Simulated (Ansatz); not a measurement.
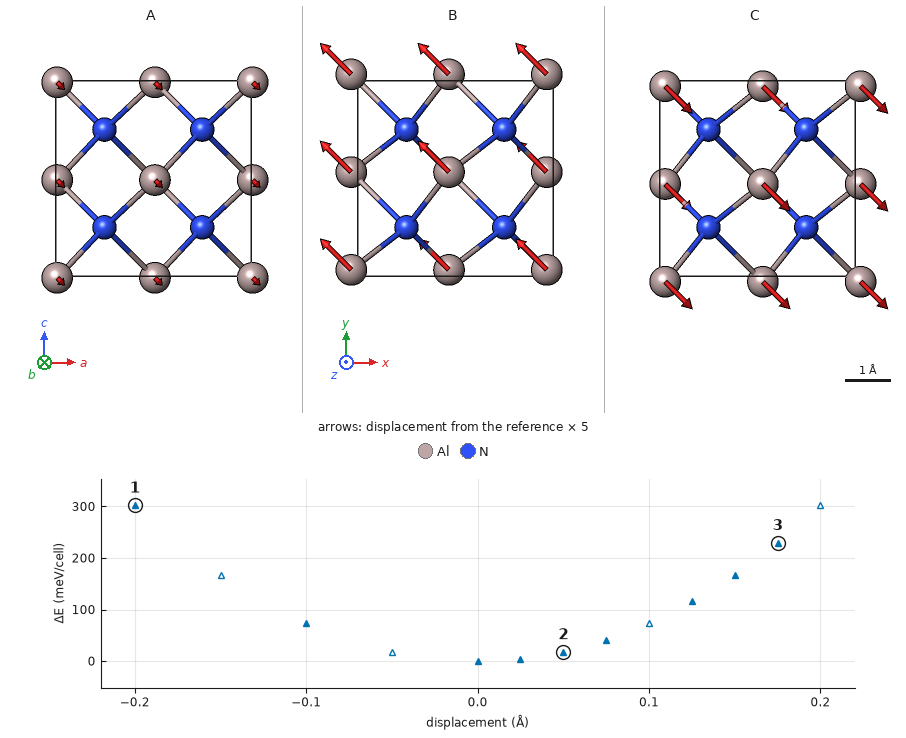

Energy scan for crystalline AlN (F-43m), in which the whole Al sublattice is shifted rigidly, along Cartesian [1 -1 0], all else fixed. The frames are shuffled; the numbered points of the plot belong to them. Hollow markers are points alike by symmetry, not computed again. The picture is a ball-and-stick view of the conventional cell (4 times the calculation's cell), seen along the b axis. Red arrows: displacements from the reference. Lengths and directions refer to the drawn axes.

Level of theory: DFT PBE, scalar-relativistic, plane waves, PAW in Ansatz 0.2.0. (plane-wave cutoff 420 eV; k-point mesh 10 × 10 × 10; occupations gaussian; smearing width 0.05 eV; no spin polarisation). Energies (free energies at the smearing named) are counted from the cell as listed in its source, which wasn't relaxed.

Question: Match the frames to the points.

Answer: Point 1 is frame B (the displacement −0.20 Å, 303 meV/cell); 2 is frame A (the displacement 0.05 Å, 18 meV/cell); 3 is frame C (the displacement 0.175 Å, 230 meV/cell). The lowest computed point lies at the displacement 0.00 Å (0 meV/cell). The end points stand at 303 meV/cell (−0.20 Å) and 303 meV/cell (0.20 Å). The curvature at zero is about 15 eV/Å² per cell. The well is symmetric. At the highest point the shortest interatomic distance is 1.73 Å, against 1.89 Å in the reference. The distortion takes the space group from F-43m to Cm.
